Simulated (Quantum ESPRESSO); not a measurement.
Projected density-of-states run of Br (part 1 of 2)

Br (Cmce, 4 atoms in the cell), computed with Kohn-Sham DFT of a periodic cell, PW86PBE, PseudoDojo 0.5 SR PBE stringent, no spin polarisation (Quantum ESPRESSO 7.5).

The structure derives from an entry of the Crystallography Open Database.

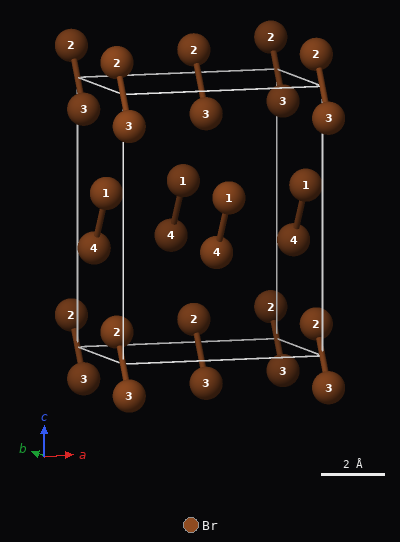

**Figure 1.** The input geometry (ball-and-stick view of the cell 2 times as large as that of the calculation, set on its symmetry axes, seen slightly off an axis; atoms are numbered from 1 in the order of the input). An atom can appear more than once, as a periodic image. Near neighbours in the periodic cell (some may lie outside the picture): Br has 1 Br at 2.29 Å.

Summary:

| quantity | value |
| --- | --- |
| outcome | converged |
| space group (tolerance 0.01 Å) | Cmce (64) |
| electrons treated | 68 |
| free energy | −14743.0909 eV |
| Fermi energy | 4.584 eV |
| gap on the k-point mesh | 1.81 eV |
| pressure | 2.47 GPa |
| largest force (length of the vector) | 1.206 eV/Å |
| hardware | 1 thread of AMD EPYC (Zen 3), 24 GiB of memory available, shared host |
| wall time | 5 min |
| peak memory | 0.38 GiB |

Remarks:

Further notes kept with the run: potentials made for another functional. Points of doubt noted for this run: potentials made for another functional.

Input:
```
&CONTROL
  calculation = 'scf'
  prefix = 'pwscf'
  outdir = './tmp'
  pseudo_dir = './pseudo'
  tprnfor = .true.
  tstress = .true.
  disk_io = 'low'
/
&SYSTEM
  space_group = 64
  A = 6.7265
  B = 4.6451
  C = 8.7023
  nat = 1
  ntyp = 1
  ecutwfc = 76
  nbnd = 45
  input_dft = 'pw86pbe'
  occupations = 'smearing'
  smearing = 'fd'
  degauss = 0.00367493
/
&ELECTRONS
  conv_thr = 8d-10
  electron_maxstep = 120
  mixing_beta = 0.5
/
ATOMIC_SPECIES
Br    79.9040 Br.upf
ATOMIC_POSITIONS crystal_sg
Br     0.5000000000    0.1349000000    0.3901000000
K_POINTS automatic
5 5 2 0 0 0
```

File pp_density.in:
```
&INPUTPP
  prefix = 'pwscf'
  outdir = './tmp'
  filplot = 'density.dat'
  plot_num = 0
/
&PLOT
  nfile = 1
  filepp(1) = 'density.dat'
  iflag = 3
  output_format = 6
  fileout = 'density.cube'
/
```

File pp_potential.in:
```
&INPUTPP
  prefix = 'pwscf'
  outdir = './tmp'
  filplot = 'potential.dat'
  plot_num = 11
/
&PLOT
  nfile = 1
  filepp(1) = 'potential.dat'
  iflag = 3
  output_format = 6
  fileout = 'potential.cube'
/
```

File pp_elf.in:
```
&INPUTPP
  prefix = 'pwscf'
  outdir = './tmp'
  filplot = 'elf.dat'
  plot_num = 8
/
&PLOT
  nfile = 1
  filepp(1) = 'elf.dat'
  iflag = 3
  output_format = 6
  fileout = 'elf.cube'
/
```

File nscf.in:
```
&CONTROL
  calculation = 'nscf'
  prefix = 'pwscf'
  outdir = './tmp'
  pseudo_dir = './pseudo'
  disk_io = 'low'
/
&SYSTEM
  space_group = 64
  A = 6.7265
  B = 4.6451
  C = 8.7023
  nat = 1
  ntyp = 1
  ecutwfc = 76
  nbnd = 45
  input_dft = 'pw86pbe'
  occupations = 'tetrahedra_opt'
/
&ELECTRONS
  conv_thr = 1d-08
  electron_maxstep = 120
  mixing_beta = 0.5
/
ATOMIC_SPECIES
Br    79.9040 Br.upf
ATOMIC_POSITIONS crystal_sg
Br     0.5000000000    0.1349000000    0.3901000000
K_POINTS automatic
8 8 3 0 0 0
```

File projwfc.in:
```
&PROJWFC
  prefix = 'pwscf'
  outdir = './tmp'
  filpdos = 'p'
  Emin = -11
  Emax = 14
  DeltaE = 0.05
/
```

Run as:
```bash
OMP_NUM_THREADS=1 pw.x -in pw.in > pw.out
OMP_NUM_THREADS=1 pp.x -in pp_density.in > pp_density.out
OMP_NUM_THREADS=1 pp.x -in pp_potential.in > pp_potential.out
OMP_NUM_THREADS=1 pp.x -in pp_elf.in > pp_elf.out
OMP_NUM_THREADS=1 pw.x -in nscf.in > nscf.out
OMP_NUM_THREADS=1 projwfc.x -in projwfc.in > projwfc.out
```

The program's output:
```
This program is part of the open-source Quantum ESPRESSO suite
     for quantum simulation of materials; please cite
         "P. Giannozzi et al., J. Phys.:Condens. Matter 21 395502 (2009);
         "P. Giannozzi et al., J. Phys.:Condens. Matter 29 465901 (2017);
         "P. Giannozzi et al., J. Chem. Phys. 152 154105 (2020);
          URL
     in publications or presentations arising from this work. More details at

     IMPORTANT: XC functional enforced from input :
     Exchange-correlation= PW86PBE
                           (   1   4  21   4   0   0   0)
     Any further DFT definition will be discarded
     Please, verify this is what you really want

     G-vector sticks info
     --------------------
     sticks:   dense  smooth     PW     G-vecs:    dense   smooth      PW
     Sum        1363    1363    387                82197    82197   12539

     Using Slab Decomposition

     bravais-lattice index     =            9
     lattice parameter (alat)  =      12.7112  a.u.
     unit-cell volume          =     917.4552 (a.u.)^3
     number of atoms/cell      =            4
     number of atomic types    =            1
     number of electrons       =        68.00
     number of Kohn-Sham states=           45
     kinetic-energy cutoff     =      76.0000  Ry
     charge density cutoff     =     304.0000  Ry
     scf convergence threshold =      8.0E-10
     mixing beta               =       0.5000
     number of iterations used =            8  plain     mixing
     Exchange-correlation= PW86PBE
                           (   1   4  21   4   0   0   0)

     celldm(1)=  12.711243  celldm(2)=   0.690567  celldm(3)=   1.293734
     celldm(4)=   0.000000  celldm(5)=   0.000000  celldm(6)=   0.000000

     crystal axes: (cart. coord. in units of alat)
               a(1) = (   0.500000   0.345284   0.000000 )
               a(2) = (  -0.500000   0.345284   0.000000 )
               a(3) = (   0.000000   0.000000   1.293734 )

     reciprocal axes: (cart. coord. in units 2 pi/alat)
               b(1) = (  1.000000  1.448085 -0.000000 )
               b(2) = ( -1.000000  1.448085  0.000000 )
               b(3) = (  0.000000 -0.000000  0.772957 )

     PseudoPot. # 1 for Br read from file:
     Br.upf
     Pseudo is Norm-conserving + core correction, Zval = 17.0
     Generated using ONCVPSP code by D. R. Hamann
     Using radial grid of 1098 points,  6 beta functions with:
                l(1) =   0
                l(2) =   0
                l(3) =   1
                l(4) =   1
                l(5) =   2
                l(6) =   2

     atomic species   valence    mass     pseudopotential
     Br               17.00    79.90400     Br( 1.00)

      8 Sym. Ops., with inversion, found ( 4 have fractional translation)

   Cartesian axes

     site n.     atom                  positions (alat units)
         1        Br     tau(   1) = (   0.0000000   0.2521261   0.7890482  )
         2        Br     tau(   2) = (   0.0000000   0.0931575   0.1421813  )
         3        Br     tau(   3) = (   0.0000000   0.5974096   1.1515524  )
         4        Br     tau(   4) = (   0.0000000   0.4384411   0.5046855  )

     number of k points=    18  Fermi-Dirac smearing, width (Ry)=  0.0037
                       cart. coord. in units 2pi/alat
        k(    1) = (   0.0000000   0.0000000   0.0000000), wk =   0.0400000
        k(    2) = (   0.0000000   0.0000000  -0.3864783), wk =   0.0400000
        k(    3) = (  -0.2000000   0.2896170   0.0000000), wk =   0.1600000
        k(    4) = (  -0.2000000   0.2896170  -0.3864783), wk =   0.1600000
        k(    5) = (  -0.4000000   0.5792340   0.0000000), wk =   0.1600000
        k(    6) = (  -0.4000000   0.5792340  -0.3864783), wk =   0.1600000
        k(    7) = (   0.0000000   0.5792340   0.0000000), wk =   0.0800000
        k(    8) = (   0.0000000   0.5792340  -0.3864783), wk =   0.0800000
        k(    9) = (  -0.2000000   0.8688510   0.0000000), wk =   0.1600000
        k(   10) = (  -0.2000000   0.8688510  -0.3864783), wk =   0.1600000
        k(   11) = (   0.6000000  -0.2896170   0.0000000), wk =   0.1600000
        k(   12) = (   0.6000000  -0.2896170  -0.3864783), wk =   0.1600000
        k(   13) = (   0.4000000   0.0000000   0.0000000), wk =   0.0800000
        k(   14) = (   0.4000000   0.0000000  -0.3864783), wk =   0.0800000
        k(   15) = (   0.0000000   1.1584681   0.0000000), wk =   0.0800000
        k(   16) = (   0.0000000   1.1584681  -0.3864783), wk =   0.0800000
        k(   17) = (   0.8000000  -0.0000000   0.0000000), wk =   0.0800000
        k(   18) = (   0.8000000  -0.0000000  -0.3864783), wk =   0.0800000

     Dense  grid:    82197 G-vectors     FFT dimensions: (  48,  48,  96)

     Initial potential from superposition of free atoms

     starting charge      67.9999, renormalised to      68.0000
     Starting wfcs are   36 randomized atomic wfcs +    9 random wfcs

     Self-consistent Calculation

     iteration #  1     ecut=    76.00 Ry     beta= 0.50
     Davidson diagonalization with overlap
     ethr =  1.00E-02,  avg # of iterations =  7.3

     Threshold (ethr) on eigenvalues was too large:
     Diagonalizing with lowered threshold

     Davidson diagonalization with overlap
     ethr =  1.32E-04,  avg # of iterations =  4.2

     total energy              =   -1083.59395462 Ry
     estimated scf accuracy    <       0.08684109 Ry

     iteration #  2     ecut=    76.00 Ry     beta= 0.50
     Davidson diagonalization with overlap
     ethr =  1.28E-04,  avg # of iterations =  2.0

     total energy              =   -1083.59579881 Ry
     estimated scf accuracy    <       0.01113131 Ry

     iteration #  3     ecut=    76.00 Ry     beta= 0.50
     Davidson diagonalization with overlap
     ethr =  1.64E-05,  avg # of iterations =  4.7

     total energy              =   -1083.59710903 Ry
     estimated scf accuracy    <       0.00040359 Ry

     iteration #  4     ecut=    76.00 Ry     beta= 0.50
     Davidson diagonalization with overlap
     ethr =  5.94E-07,  avg # of iterations =  5.2

     total energy              =   -1083.59718781 Ry
     estimated scf accuracy    <       0.00005027 Ry

     iteration #  5     ecut=    76.00 Ry     beta= 0.50
     Davidson diagonalization with overlap
     ethr =  7.39E-08,  avg # of iterations =  2.0

     total energy              =   -1083.59719352 Ry
     estimated scf accuracy    <       0.00000167 Ry

     iteration #  6     ecut=    76.00 Ry     beta= 0.50
     Davidson diagonalization with overlap
     ethr =  2.45E-09,  avg # of iterations =  3.5

     total energy              =   -1083.59719389 Ry
     estimated scf accuracy    <       0.00000007 Ry

     iteration #  7     ecut=    76.00 Ry     beta= 0.50
     Davidson diagonalization with overlap
     ethr =  1.09E-10,  avg # of iterations =  3.6

     total energy              =   -1083.59719391 Ry
     estimated scf accuracy    <          2.9E-09 Ry

     iteration #  8     ecut=    76.00 Ry     beta= 0.50
     Davidson diagonalization with overlap
     ethr =  4.30E-12,  avg # of iterations =  3.1

     End of self-consistent calculation

          k = 0.0000 0.0000 0.0000 ( 10257 PWs)   bands (ev):

   -57.2464 -57.2461 -57.1863 -57.1860 -57.0790 -57.0788 -57.0628 -57.0625
   -57.0339 -57.0338 -57.0177 -57.0176 -56.5692 -56.5692 -56.5684 -56.5683
   -56.5678 -56.5678 -56.5668 -56.5668 -12.2886 -11.9742  -9.4827  -8.8178
    -1.2831  -0.2836   1.5138   1.5253   2.0081   2.0462   2.7073   3.2932
     3.5818   3.6273   5.4556   6.2082   9.4902  10.2165  10.9719  12.5699
    12.5788  12.8779  13.9370  14.1680  14.2189

          k = 0.0000 0.0000-0.3865 ( 10274 PWs)   bands (ev):

   -57.2463 -57.2463 -57.1861 -57.1861 -57.0789 -57.0789 -57.0627 -57.0627
   -57.0338 -57.0338 -57.0176 -57.0176 -56.5692 -56.5692 -56.5684 -56.5684
   -56.5678 -56.5678 -56.5668 -56.5668 -12.1454 -12.1454  -9.1433  -9.1433
    -0.8555  -0.8555   1.7579   1.7579   2.0271   2.0271   2.8265   2.8265
     3.6043   3.6043   5.6738   5.6738  10.2103  10.2103  11.8756  11.8756
    12.5715  12.5715  14.5085  14.5086  14.7343

          k =-0.2000 0.2896 0.0000 ( 10259 PWs)   bands (ev):

   -57.2464 -57.2461 -57.1863 -57.1860 -57.0790 -57.0788 -57.0628 -57.0626
   -57.0339 -57.0338 -57.0177 -57.0176 -56.5692 -56.5692 -56.5684 -56.5683
   -56.5678 -56.5678 -56.5668 -56.5668 -12.2099 -11.9504  -9.4216  -8.8885
    -1.2846  -0.4615   1.0904   1.2118   1.7965   1.8305   3.0127   3.3542
     3.4517   3.5226   5.5185   6.1375  10.3115  10.7525  11.6062  12.0949
    12.4527  13.0972  13.7861  14.6144  14.9052

          k =-0.2000 0.2896-0.3865 ( 10278 PWs)   bands (ev):

   -57.2463 -57.2463 -57.1861 -57.1861 -57.0789 -57.0789 -57.0627 -57.0627
   -57.0338 -57.0338 -57.0176 -57.0176 -56.5692 -56.5692 -56.5684 -56.5684
   -56.5678 -56.5678 -56.5668 -56.5668 -12.0897 -12.0897  -9.1500  -9.1500
    -0.9116  -0.9116   1.2162   1.2162   1.8431   1.8431   3.0727   3.0727
     3.4981   3.4981   5.8557   5.8557  10.5904  10.5904  12.0576  12.0576
    12.9060  12.9060  13.8587  13.8587  14.7568

          k =-0.4000 0.5792 0.0000 ( 10272 PWs)   bands (ev):

   -57.2463 -57.2462 -57.1862 -57.1861 -57.0789 -57.0788 -57.0627 -57.0626
   -57.0338 -57.0338 -57.0176 -57.0176 -56.5692 -56.5692 -56.5683 -56.5683
   -56.5678 -56.5678 -56.5668 -56.5668 -12.0449 -11.9424  -9.2660  -9.0659
    -1.2369  -0.9229   0.7363   0.8357   1.6662   1.6938   2.9103   2.9198
     3.3820   3.4605   5.9724   6.1557  10.7614  10.7840  12.3527  12.9189
    12.9864  14.1007  14.4544  14.7206  15.0893

          k =-0.4000 0.5792-0.3865 ( 10286 PWs)   bands (ev):

   -57.2463 -57.2463 -57.1862 -57.1862 -57.0789 -57.0789 -57.0627 -57.0627
   -57.0338 -57.0338 -57.0176 -57.0176 -56.5692 -56.5692 -56.5683 -56.5683
   -56.5678 -56.5678 -56.5668 -56.5668 -11.9950 -11.9950  -9.1662  -9.1662
    -0.9543  -0.9543   0.4592   0.4592   1.6532   1.6532   3.1513   3.1513
     3.6014   3.6014   5.8676   5.8676  11.0289  11.0289  12.1380  12.1380
    13.2254  13.2254  14.2297  14.2297  15.7182

          k = 0.0000 0.5792 0.0000 ( 10256 PWs)   bands (ev):
```
